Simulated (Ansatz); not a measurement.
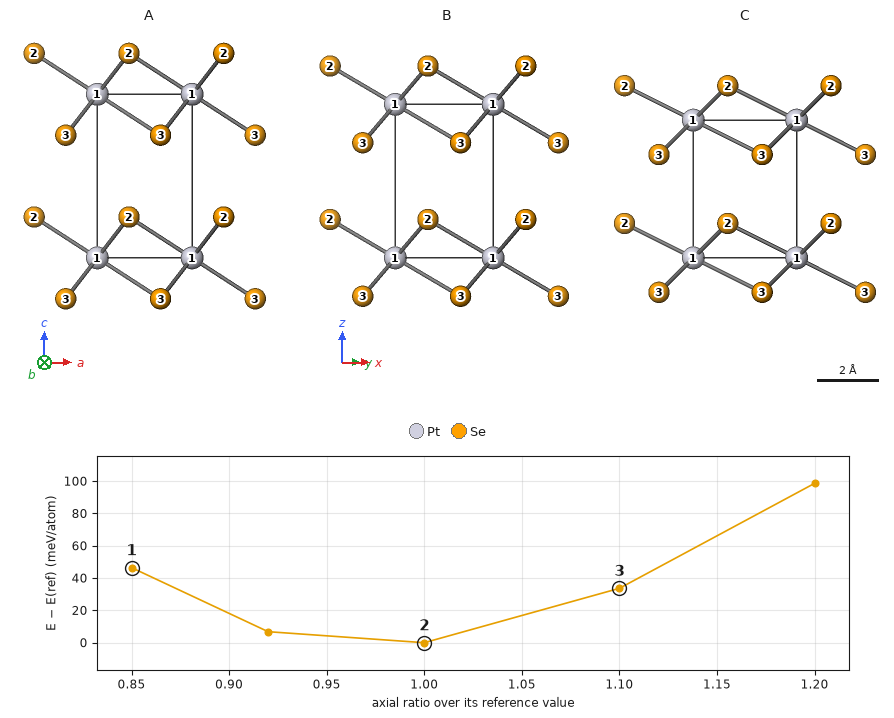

Energy scan for a crystal of PtSe₂ (P-3m1), in which the ratio of the cell's length along z to its lengths across, counted as 1 for the reference, is changed at fixed volume (a c/a path), with the atoms kept at their fractional coordinates. x, y and z are the Cartesian axes of the input. The frames are shuffled; the numbered points of the plot belong to them. Style: ball-and-stick. Shown: the cell of the calculation, along the b axis.

Method: Ansatz, DFT PBEsol, scalar-relativistic, plane waves, PAW. (plane-wave cutoff 420 eV; k-point mesh 18 × 18 × 10; occupations gaussian; smearing width 0.15 eV; no spin polarisation). Energies (free energies at the smearing named) are counted from the cell as listed in its source, which wasn't relaxed.

Question: Match the frames to the points.

Answer: Point 1 is frame C (the relative ratio 0.85, 46.5 meV/atom); 2 is frame B (the relative ratio 1.00, 0.0 meV/atom); 3 is frame A (the relative ratio 1.10, 33.7 meV/atom). Of the computed points the lowest is at the relative ratio 1.00, 0.0 meV/atom. The end points stand at 46.5 meV/atom (0.85) and 98.7 meV/atom (1.20). The unrelaxed reference is under a pressure of 2.1 GPa. The distortion keeps the space group P-3m1. At the relative ratio 1.20 the cell of the drawing goes a 3.724 → 3.504 Å, b 3.724 → 3.504 Å, c 5.062 → 5.716 Å.
